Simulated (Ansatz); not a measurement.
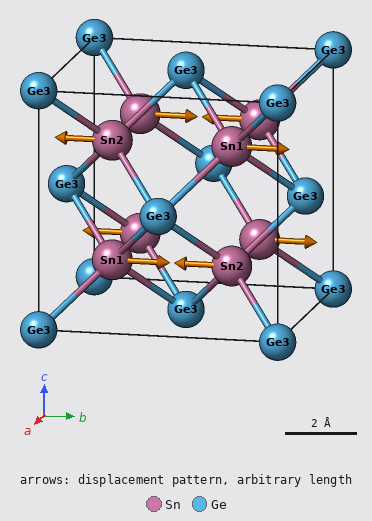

Lattice vibrations of solid Sn₂Ge (a generated structure), at the zone centre. The optical levels lie at 83 (×3), 115 (×3) cm⁻¹. One mode is drawn. The orange arrows give the relative displacements of the atoms. A ball-and-stick model of the conventional cell (4 times the calculation's cell), seen slightly off an axis. Lengths and directions refer to the drawn axes.

These are results of Ansatz, DFT PBE, scalar-relativistic, plane waves, PAW, not measurements. (plane-wave cutoff 420 eV; k-point mesh 12 × 12 × 12; occupations fermi dirac; smearing width 0.15 eV; no spin polarisation)

The frequencies depend somewhat on the k-mesh and the smearing.

Question: Which of these frequencies is the drawn mode's?

Answer: The level at 83 cm⁻¹. This is the T₂g mode (triply degenerate; one member of the set is drawn), the lowest optical level, Raman-active by symmetry. The Ge atoms stay at rest; all motion is along b; atoms of one kind move against one another, with no net shift of their sublattice.
